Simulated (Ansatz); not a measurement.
```cif
data_structure
_symmetry_space_group_name_H-M 'P 1'
_symmetry_Int_Tables_number 1
_cell_length_a 3.8758
_cell_length_b 6.9207
_cell_length_c 6.6027
_cell_angle_alpha 90.000
_cell_angle_beta 90.000
_cell_angle_gamma 90.000
_cell_volume 177.10
loop_
_atom_site_label
_atom_site_type_symbol
_atom_site_fract_x
_atom_site_fract_y
_atom_site_fract_z
_atom_site_occupancy
Ge1 Ge 0.50000 0.16667 0.06298 1
Ge2 Ge 0.00000 0.66667 0.06298 1
Ge3 Ge 0.00000 0.33333 0.56298 1
Ge4 Ge 0.50000 0.83333 0.56298 1
Ge5 Ge 0.50000 0.16667 0.43702 1
Ge6 Ge 0.00000 0.66667 0.43702 1
Ge7 Ge 0.00000 0.33333 0.93702 1
Ge8 Ge 0.50000 0.83333 0.93702 1
```

Space group Cmcm; a structure from a database of computed crystals, not necessarily the ambient phase; changed on purpose from its base cell (strain -0.0300 x Voigt [1, 0, 0, 0, 0, 0], atoms carried along); computed pressure about 2 GPa in this cell.

Level of theory: DFT r2SCAN, scalar-relativistic, plane waves, PAW in Ansatz.

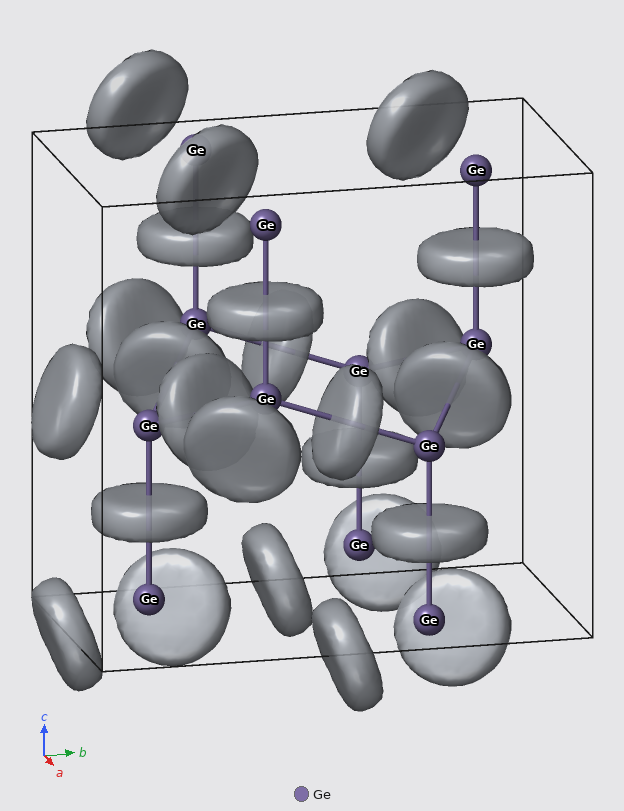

Ge. Isosurface of the electron localisation function at 0.6 (grey), seen slightly off an axis. Core shells and regions of very low density are left out. Sticks mark near contacts.

Q: Identify the bonds, lone pairs and shells in this picture.

A: At this value the surface marks out 16 regions between bonded Ge–Ge atoms (shared pairs), counted in one cell of 8 atoms. Regions shared between cells count once. Profiles from the grid: Ge–Ge (2.40 Å): the ELF peaks at about 0.80 between the atoms; a shared electron pair. Ge–Ge (2.45 Å): the ELF peaks at about 0.80 between the atoms (localised, covalent bonding).
